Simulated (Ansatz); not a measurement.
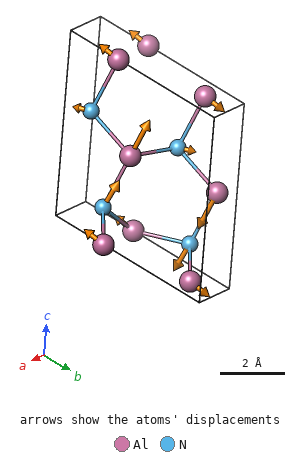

One vibrational mode of a crystal of AlN at the zone centre of a doubled cell. The orange arrows are the displacements of the atoms (eigenvector over the root of the mass), of arbitrary overall length and sign. The picture is a ball-and-stick view of the cell of the calculation, seen slightly off an axis.

Theory: Ansatz 0.2.0, DFT r2SCAN, scalar-relativistic, plane waves, PAW.

Input
```yaml
crystal:
  lattice:
    - [-3.1066653462, 0.0, 0.0]
    - [0.0, 5.3809022217, 0.0]
    - [1.5533326731, -2.6904511108, -4.9784048411]
  atoms:
    - { symbol: Al, position: [0.999153549, 0.3324868823, 0.998307098] }
    - { symbol: Al, position: [0.499153549, 0.8324868823, 0.998307098] }
    - { symbol: Al, position: [0.249153549, 0.9158202157, 0.498307098] }
    - { symbol: Al, position: [0.749153549, 0.4158202157, 0.498307098] }
    - { symbol: "N", position: [0.808346451, 0.1416797843, 0.616692902] }
    - { symbol: "N", position: [0.308346451, 0.6416797843, 0.616692902] }
    - { symbol: "N", position: [0.058346451, 0.7250131177, 0.116692902] }
    - { symbol: "N", position: [0.558346451, 0.2250131177, 0.116692902] }
basis:
  ecutwfc: 500
kpoints:
  mp_grid: { grid: [8, 8, 8] }
hamiltonian:
  xc: r2scan
scf:
  occupations: { method: gaussian, width: 0.05 }
output:
  eigenvalues: true
phonons:
  method: fd
  supercell: [1, 1, 1]
  amplitude: 0.02
  eigenvectors: true
  dielectric: false
```

Command:
```bash
ansatz run input.yaml --threads 2 --pin off --max-ram 5120MiB --backend cpu --events-out ev --progress --plain --runs-dir out
```

Frequencies are those without the non-analytic (LO–TO) term.

Question: What mode is this, and where does it lie in the spectrum?

Answer: This is a doubly degenerate mode (one member of the set is drawn) at 34.8 meV, level 2 of 12, counted from below (the three translations aside). Atoms of one kind move against one another, with no net shift of any sublattice; it mainly bends the Al–N bonds; the kinetic energy is shared as Al 76 %, N 24 %. It changes sign from one half of the doubled cell to the other: it belongs to the zone boundary, q = (0, 1/2, 1/2) in the reciprocal vectors of the undoubled cell.
